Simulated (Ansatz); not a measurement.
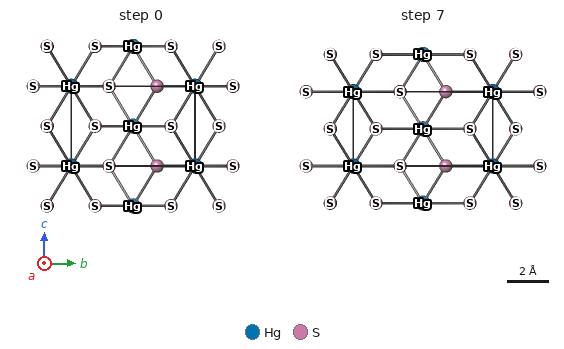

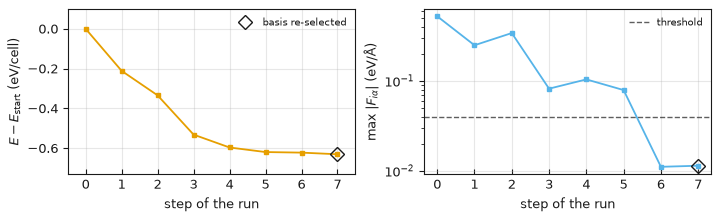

First and last geometry of a relaxation of solid HgS₂ (built on the rutile_136 type) (coarse preliminary run), with the history of the run. The picture is a ball-and-stick view of the cell of the calculation, seen along the a axis.

Case: rutile type (P4_2/mnm, No. 136).

Computed with Ansatz 0.2.0, DFT r2SCAN, scalar-relativistic, plane waves, PAW. Set-up: plane-wave cutoff 500 eV; k-point mesh 4 × 4 × 4; occupations gaussian; smearing width 0.1 eV; no spin polarisation; cell and atoms relaxed; force threshold 0.04 eV/Å; at most 70 steps.

Q: What do the curves and the structures tell?

A: It converged. The largest moves relative to the cell, 0.29 Å, are those of S atoms. Hg stays in place. Cell: a = b 6.052 → 6.823 Å (+12.7 %), c 3.898 → 3.634 Å (−6.8 %). Volume +18.5 %. Near-neighbour distances that change, for instance: Hg–S 2.619 → 3.245 Å, Hg–S 2.560 → 2.408 Å. The space group stays P4_2/mnm (No. 136). Over 6 accepted moves (7 points after the start) the energy falls by 0.631 eV per cell of the calculation. Largest force component: 0.52 eV/Å at the start, 0.011 eV/Å at the end. Pressure: −1.22 GPa at the start and 0.00 GPa at the end. The SCF was repeated once at an unchanged geometry on a basis and grid sized afresh for the cell, which shifted the energy by 8.2 meV per cell of the calculation at most. The run took 2.3 min on 1 thread of Arm Neoverse V1, on a shared host, peak memory 0.73 GiB.
